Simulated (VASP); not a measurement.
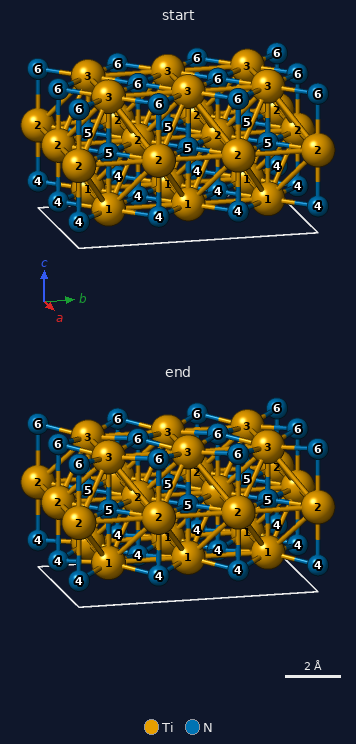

The structure of a slab of composition TiN before (top) and after (bottom) a relaxation, at one scale.

The picture is a ball-and-stick view of the 2 × 3 repeat of the cell, outlined in the plane, without the vacuum, seen slightly off an axis.

The run lets the atoms move in a fixed cell.

Level of theory: Kohn-Sham DFT of a periodic cell, PBE, VASP PAW PBE potentials, recommended in VASP.

The input:
```
PREC = Accurate ; ENCUT = 520
EDIFF = 1E-6 ; ISMEAR = 1
SIGMA = 0.1 ; LREAL = F
LASPH = T ; NELM = 80
ALGO = Normal ; ISIF = 2
LWAVE = F ; LCHARG = F
LDIPOL = T ; IDIPOL = 3
DIPOL = 0.5 0.5 0.500 ; GGA = PE
IBRION = 2 ; NSW = 80
EDIFFG = -0.02 ; KPAR = 4
```

Run as
```bash
cat potpaw_PBE.64/Ti_sv/POTCAR potpaw_PBE.64/N/POTCAR > POTCAR
mpirun -np 4 vasp_std > vasp.out
```

Question: Summarise the run.

Answer: The energy falls by 0.405 eV per cell of the calculation in 7 geometry steps. The largest force component goes from 1.9 to 0.017 eV/Å. The largest moves, 0.13 Å, are those of Ti1 and Ti3. Ti1 goes along the normal (+c). By element the largest moves are Ti 0.13 Å, N 0.07 Å. The cell doesn't change. Among the contacts that change: Ti1–N5 2.124 → 1.993 Å, Ti1–Ti2 3.004 → 2.913 Å, Ti2–N4 2.124 → 2.197 Å, Ti1–N4 2.124 → 2.134 Å. Bond angles that change, for instance: Ti3–N6–Ti3 180.0° → 169.1°, Ti2–N6–Ti3 90.0° → 84.5°.
